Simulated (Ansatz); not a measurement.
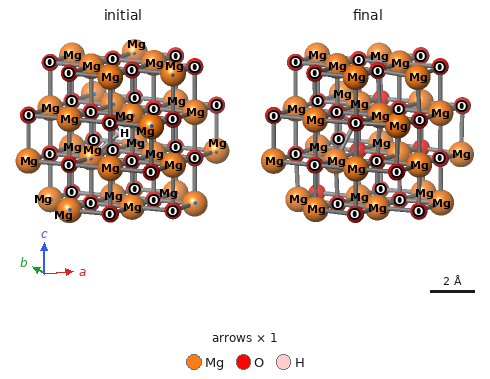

The structure of a defect cell of composition Mg$_{8}$HO$_{8}$ (cell charge +1) before (left) and after (right) a relaxation, at one scale. The blue arrows give the displacements, at their true length.

The picture is a ball-and-stick view of the atoms within 5.0 Å of the atom that moves most (axes of the larger cell on standard axes (2 times the calculation's cell) (origin shifted)), seen slightly off an axis.

Case: H interstitial, charge +1, atoms relaxed. The atoms of the start lie slightly off their symmetric places, so part of the fall in energy undoes that.

These are results of DFT PBEsol, scalar-relativistic, plane waves, PAW (Ansatz 0.2.0), not measurements. Settings: plane-wave cutoff 420 eV; k-point mesh 2 × 2 × 2; occupations gaussian; smearing width 0.02 eV; no spin polarisation; atoms relaxed in a fixed cell; force threshold 0.02 eV/Å; at most 60 steps.

> Summarise the run.

After 8 accepted moves (9 points after the start) the energy has fallen by 2.011 eV per cell of the calculation. The largest force component goes from 1.8 to 0.0024 eV/Å. 1 step only repeated the SCF at the same geometry. The atom that moves furthest is the H atom (0.71 Å along [−2 0 1]). Largest moves by element: H 0.71 Å, Mg 0.17 Å, O 0.09 Å. The cell stays as it was. Some distances before and after: H–O 1.749 → 0.989 Å, H–Mg 1.902 → 2.624 Å, Mg–Mg 2.980 → 2.730 Å, Mg–O 2.107 → 2.242 Å. New bonds form, among them: H–O (1.75 → 0.99 Å). Bonds break, among them: H–Mg (1.90 → 2.62 Å). Bond angles that change, for instance: Mg–H–Mg 109.4° → 118.2°, Mg–O–Mg 90.0° → 98.6°, Mg–O–Mg 90.0° → 82.7°. The run took 16 s on 4 threads of Oxide Virtual Turin-like Processor (Zen 5) (shared host), peak memory 0.62 GiB.

Limits of the set-up: the periodic images lie only 6.0 Å apart, so the values are limited by the cell's size; the cell is charged, on a uniform background, and energies carry no finite-size correction.
